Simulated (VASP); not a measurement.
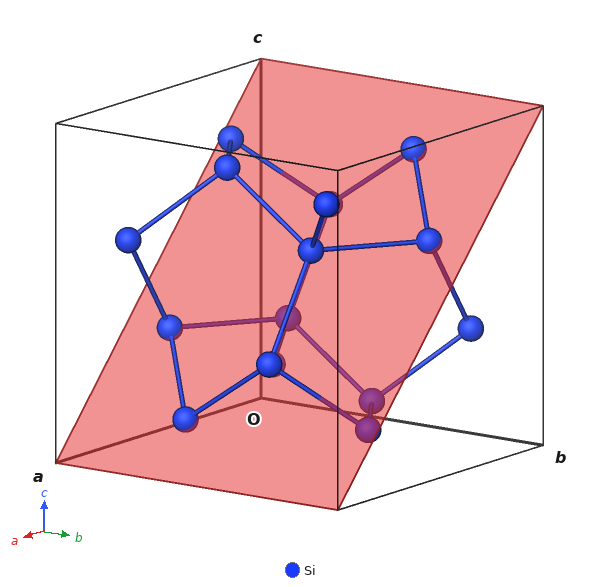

For Si, a cell listed in the Materials Project, as set up for an electronic-structure calculation: every member of one family of equally spaced planes, hx + ky + lz = a whole number, that cuts the unit cell is shaded (one member passes through the origin O, touching the cell only at an edge or corner). All values are computed from the atomic coordinates in the standard setting (tolerance 0.002 Å).

a = 6.656 Å, b = 6.656 Å, c = 6.656 Å, α = 90.00°, β = 90.00°, γ = 90.00°.

Question: Which (hkl) family is drawn?

Answer: (1 0 1); the opposite sign names the same planes. The member next to the origin meets the axes a at 1, b never, c at 1.

Question: What is the spacing?

Answer: d = 4.706 Å.

Question: Which atoms of the cell lie in these planes (within 0.03 Å)?

Answer: 4 of the 16 Si.

Question: The space group is Ia-3 (No. 206). How many reflections hkl are equivalent to this one (itself included), and does it occur?

Answer: 12 reflections are equivalent in the Laue class m-3. The reflection is systematically absent, by a glide plane.
